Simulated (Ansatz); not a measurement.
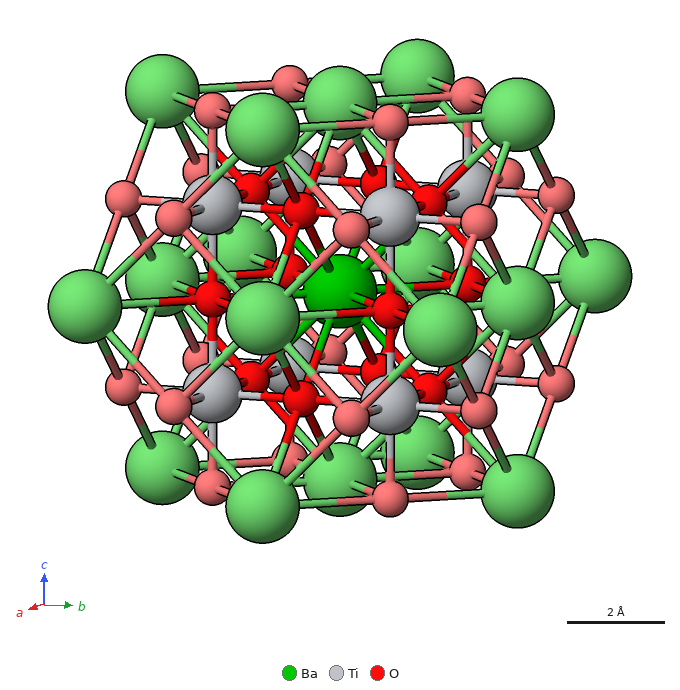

Fig. 1: The structure (ball-and-stick view of the cell of the calculation, seen slightly off an axis; neighbours outside the cell are drawn fainter). An atom can appear more than once, as a periodic image.

## Single-point calculation, with input and output: BaTiO3

BaTiO3 (P4/mmm, 5 atoms in the cell), computed with DFT r2SCAN, scalar-relativistic, plane waves, PAW, no spin polarisation (Ansatz 0.2.0).

The structure derives from a Materials Project entry. It belongs to a series of runs on one base structure; here: band edges sought over the zone.

Log:
```
Engine: ansatz 0.2.0, aarch64-unknown-linux-gnu
Pseudopotentials: kind: paw
Pseudopotential: Ba, paw, valence charge 10, recommended cutoff 500 eV (meta_gga), Ba.paw.azcp
Pseudopotential: Ti, paw, valence charge 12, recommended cutoff 500 eV (meta_gga), Ti.paw.azcp
Pseudopotential: O, paw, valence charge 6, recommended cutoff 500 eV (meta_gga), O.paw.azcp
Functional definition: r2SCAN
  parameter k0 = 0.174
  parameter k1 = 0.065
  parameter a1 = 4.9479
  exchange = r2scan_x(k0 = k0, k1 = k1, a1 = a1)
  correlation = r2scan_c
Crystal: 5 atoms, lattice volume = 64.540 Å³
Basis set: ecut = 500 eV, 1639 PW (Γ), exchange–correlation on 120×120×120 points (64 copies of the dense FFT grid, shifted against one another)
Bands: 25, of which v1, the nominal top of the filled ones, is band 20 counted from 1 (19 counted from 0)
Symmetry: 16 space group operations
Space group: P4/mmm (ITA 123), of the structure as read, at distance tolerance 4.0e-5 Å
k-points: 75 of 512
Non-local potential: Ba, projectors of the file, l = 0: 3, l = 1: 2, l = 2: 2, l = 3: 2
Non-local potential: Ti, projectors of the file, l = 0: 3, l = 1: 2, l = 2: 3, l = 3: 1
Non-local potential: O, projectors of the file, l = 0: 2, l = 1: 2, l = 2: 1
PAW form: soft (Blöchl's): semilocal exchange-correlation on the pseudo side does not see the compensation charge
PAW frozen core: Ba, regenerated for the run's functional (the file was generated under x = pbe(κ = 0.804, μ = 0.2195149727645171), c = pbe(β = 0.06672455060314922))
PAW frozen core: Ti, regenerated for the run's functional (the file was generated under x = pbe(κ = 0.804, μ = 0.2195149727645171), c = pbe(β = 0.06672455060314922))
PAW frozen core: O, regenerated for the run's functional (the file was generated under x = pbe(κ = 0.804, μ = 0.2195149727645171), c = pbe(β = 0.06672455060314922))
PAW one-centre angular grid: Ba, 302 points (default); XC on 160 Gauss nodes
PAW one-centre angular grid: Ti, 590 points (default); XC on 160 Gauss nodes
PAW one-centre angular grid: O, 302 points (default); XC on 160 Gauss nodes
Initial density: read from a saved state, or passed on in memory by an earlier SCF of this step, an earlier step, the calling program or the single point that the run made first
Stability of the state it starts from, as read at its close in the unpolarized treatment: not read negative (Ritz values of 1 − χ₀K, real part plus size of imaginary part, from 1.0 to 2.1, by its mixing steps under the symmetry group of the SCF that read it)
Initial wavefunctions: pseudopotential atomic-orbital guess
Functional: x = r2scan, c = r2scan; τ floored in thin density (d = 2e-4 eV/Å³)
iter 1 solved again at ethr=3.39e-8 eV; its pass at ethr=3.10e-3 eV (dr2=1.36e-5 eV) is discarded
SCF iter   1: F=—  HF=-10183.780533 eV  |F-HF|=—  |Δ(HF+E_count)|=         —  Δρ=2.06e-7  dr2=8.54e-12  dr2_τ=2.31e-12  ethr=3.39e-8  ⟨swp⟩=3.0  Hψ=14246  notcnv=0
eigensolver tolerance schedule: the retry pair's looser diagonalisation over-reported the residual by 1589500.55 of it (diagonalisation noise at an unbounded share of the residual, at the tolerance the schedule requests for it); recorded, not acted on — ethr = c·dr2/N_el stays at c = 1.0e-1
preconditioner: auto → Resta (q_TF=auto, 2.519 Å⁻¹)  ε∞=5.4  [insulator: Δε(μ)=2.107 eV  Ē_g=12.438 eV  σ=0.020 eV  W_gap=1.00  n_scr=18 (ndim 8)  ℏωp=26.1 eV  f_vac=0.000  D(μ)=0.00/eV (n_scr^D=0)  ε∞_Penn≈5.4]
SCF iter   2: F=-10183.780533 eV  HF=-10183.780533 eV  |F-HF|=1.82e-12  |Δ(HF+E_count)|=  6.97e-10  Δρ=1.14e-7  dr2=2.49e-12  dr2_τ=2.57e-12  ethr=1.00e-12  ⟨swp⟩=5.9  Hψ=8358  notcnv=0
SCF 1 converged in 2 iterations: F = -10183.780533 eV  dr2 = 2.49e-12
  greatest PAW one-centre occupation: 0.999 electrons in one spin orbital (limit 2), on the Ti atom at site 1 (counted from 0), in its partial waves of l = 0
NSCF: frozen V_eff on 40 k-points
NSCF: frozen V_eff on 40 k-points
NSCF: frozen V_eff on 40 k-points
NSCF: frozen V_eff on 40 k-points
NSCF: frozen V_eff on 36 k-points
NSCF: frozen V_eff on 10 k-points
NSCF: frozen V_eff on 10 k-points
NSCF: frozen V_eff on 10 k-points
NSCF: frozen V_eff on 10 k-points
NSCF: frozen V_eff on 5 k-points
NSCF: frozen V_eff on 3 k-points
SCF converged after 2 iterations
Free energy (F): -10183.780533 eV
Harris-Foulkes:  -10183.780533 eV  (|F-HF|=1.82e-12)
Internal energy: -10183.780533 eV  (E = F + TS)
E sigma→0 (E₀):  -10183.780533 eV
Fermi energy:    10.968712 eV
--- Per-component energies (eV) ---
  E_band       = -177.952132
  E_kinetic    = 972.498508
  E_local      = -2099.712886  (includes V_loc(G=0)·N_el)
  E_nonlocal   = 199.222806
  E_hartree    = 818.790375
  E_xc         = -475.099772
  E_vxc        = -603.903704  (∫ρ·V_xc dr)
  E_paw        = -6784.646086  (= ΣΔE_a)
  E_vpaw       = -320.380816  (= ΣTr[D̂ρ^β])
  E_aug_tail   = 0.003164  (compensation charges beyond the density's cutoff)
  E_vtau       = 36.740052  (kinetic-family band-sum trace: ∫τ·v_τ [+ j·A + Jᵃ·Aᵃ] dr)
  E_ewald      = -2814.557780
  E_core_change = -0.278864  (= ΣΔE_core)
  E_smearing   = -0.000000  (= −TS)
  E_closure    = 0.000000  (closes the sum)
  Σ components = -10183.780533   (vs F -10183.780533, Δ=0.00e0)
--- Forces (eV/Å), atoms counted from 1 ---
  atom   1  Ba    -0.00000000    -0.00000000    -0.00000000
  atom   2  Ti     0.00000000     0.00000000     0.00000000
  atom   3  O      0.00000000    -0.00000000    -0.00000000
  atom   4  O      0.00000000     0.00000000     0.00000000
  atom   5  O     -0.00000000     0.00000000     0.00000000
  max |Σ_I F_I| component: 3.39e-29 eV/Å
--- Stress (GPa, compression-positive) ---
       -3.289911       0.000000       0.000000
        0.000000      -3.289911       0.000000
        0.000000       0.000000       0.001130
  P = ⅓ Tr σ = -2.1929 GPa (-21.929 kbar)
--- Band table (eV; the first three rows and the last of 75) ---
  k-point 0: bands = ["-48.9942", "-24.1357", "-24.1270", "-24.1270", "-15.4135", "-7.9213", "-7.3106", "-7.2384", "-0.2096", "-0.2096", "-0.1510", "7.5594", "7.5594", "7.5901", "8.7536", "8.7536", "8.8107", "9.7743", "9.7743", "9.7904", "12.0221", "12.0519", "12.0519", "14.0392", "14.1609"]
  k-point 1: bands = ["-48.9940", "-24.1450", "-24.1267", "-24.1267", "-15.3938", "-7.9065", "-7.3109", "-7.2337", "-0.1831", "-0.1831", "-0.1014", "7.3044", "7.5257", "7.5257", "8.5732", "8.5732", "8.6823", "9.4079", "9.6598", "9.6598", "12.0406", "12.3652", "12.3652", "14.0400", "14.6045"]
  k-point 2: bands = ["-48.9937", "-24.1672", "-24.1259", "-24.1259", "-15.3454", "-7.9367", "-7.2370", "-7.2220", "-0.1174", "-0.1174", "0.0175", "6.6233", "7.4095", "7.4095", "8.2406", "8.2406", "8.3994", "8.7363", "9.4402", "9.4402", "12.0860", "13.0142", "13.0142", "14.0419", "15.4188"]
  k-point 74: bands = ["-48.9916", "-24.1931", "-24.1719", "-24.1719", "-15.1362", "-7.0746", "-7.0149", "-7.0149", "-0.9320", "-0.8714", "-0.8714", "5.3745", "5.9209", "6.0748", "7.4729", "7.4729", "7.6487", "9.8756", "9.9152", "9.9152", "14.3479", "14.4323", "14.4323", "17.3242", "17.4125"]
```

This output came from the following input.

The input:
```yaml
crystal:
  lattice:
    - [4.0339791706, 0.0, 0.0]
    - [0.0, 4.0339791706, 0.0]
    - [0.0, 0.0, 3.9660901331]
  atoms:
    - { symbol: Ba, position: [0.5, 0.5, 0.5] }
    - { symbol: Ti, position: [0.0, 0.0, 0.0] }
    - { symbol: O, position: [0.5, 0.0, 0.0] }
    - { symbol: O, position: [0.0, 0.5, 0.0] }
    - { symbol: O, position: [0.0, 0.0, 0.5] }
basis:
  ecutwfc: 500
kpoints:
  mp_grid: { grid: [8, 8, 8] }
  band_path: { path: [VBM, CBM], npoints: 2 }
hamiltonian:
  xc: r2scan
scf:
  occupations: { method: gaussian, width: 0.02 }
output:
  forces: true
  stress: true
  eigenvalues: true
checkpoint:
  read: start.run
  write: ck
  compress: false
  write_wavefunctions: false
  write_every: 100000
```

Run as:
```bash
ansatz run input.yaml --threads 1 --pin off --max-ram 2560MiB --backend cpu --events-out ev --progress --plain --runs-dir out
```

Summary:

- outcome: converged
- space group (tolerance 0.01 Å): P4/mmm (123)
- electrons treated: 40
- free energy: −10183.7805 eV
- Fermi energy: 10.969 eV
- gap on the k-point mesh: 2.11 eV
- gap on the band path: 2.11 eV
- pressure: −2.19 GPa
- largest force (length of the vector): under 0.001 eV/Å
- hardware: 1 thread of Arm Neoverse V2, 24 GiB of memory available, shared host
- wall time: 27 s
- peak memory: 0.53 GiB
